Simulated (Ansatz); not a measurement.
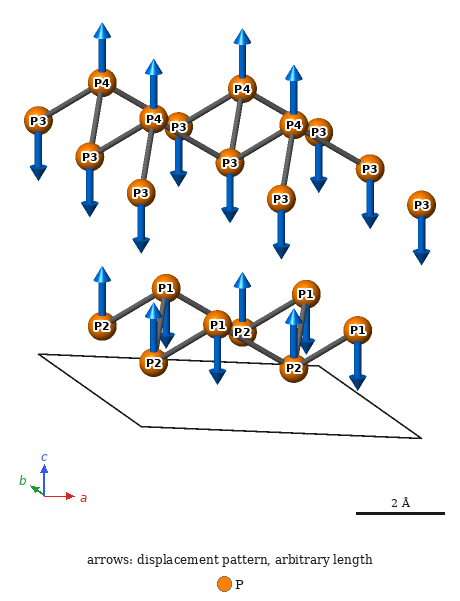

One vibrational mode of a free-standing layer of P (a generated structure) at the zone centre. The blue arrows are the displacements of the atoms (eigenvector over the root of the mass), of arbitrary overall length and sign. A ball-and-stick model of the 2 × 2 repeat of the cell, outlined in the plane, without the vacuum, seen slightly off an axis.

Method: DFT PBE+D3(BJ), scalar-relativistic, plane waves, PAW (Ansatz).

Input
```yaml
crystal:
  lattice:
    - [3.2568236342, 0.0, 0.0]
    - [-1.6284118171, 2.8204920029, 0.0]
    - [0.0, 0.0, 34.6378032]
  atoms:
    - { symbol: P, position: [0.6666666667, 0.3333333333, 0.2405960193] }
    - { symbol: P, position: [0.3333333333, 0.6666666667, 0.2047083685] }
    - { symbol: P, position: [0.0, 0.0, 0.336807804] }
    - { symbol: P, position: [0.3333333333, 0.6666666667, 0.3726954549] }
  periodic: [true, true, false]
basis:
  ecutwfc: 420
kpoints:
  mp_grid: { grid: [12, 12, 1] }
hamiltonian:
  xc: pbe
  dispersion: d3bj
scf:
  occupations: { method: fixed }
output:
  eigenvalues: true
phonons:
  method: dfpt
  eigenvectors: true
  qmesh: [3, 3, 1]
  temperatures: { t_max: 1000, t_step: 100 }
  qpath:
    path:
      - [[0.0, 0.0, 0.0], [0.5, 0.0, 0.0], [0.33333333, 0.33333333, 0.0], [0.0, 0.0, 0.0], [0.0, 0.0, 0.5], [0.5, 0.0, 0.5], [0.33333333, 0.33333333, 0.5], [0.0, 0.0, 0.5]]
      - [[0.5, 0.0, 0.5], [0.5, 0.0, 0.0]]
      - [[0.33333333, 0.33333333, 0.5], [0.33333333, 0.33333333, 0.0]]
    npoints: 8
```

Command:
```bash
ansatz run input.yaml --threads 1 --pin off --max-ram 2048MiB --backend cpu --events-out ev --progress --plain --runs-dir out
```

Frequencies are those without the non-analytic (LO–TO) term.

**Describe the mode and give its frequency.**

This is the A₂u mode at 538 cm⁻¹, optical level 4 of 5, counted from below, infrared-active by symmetry. The P (2d) sublattice moves against the P (2c) sublattice, along c of the drawn cell.
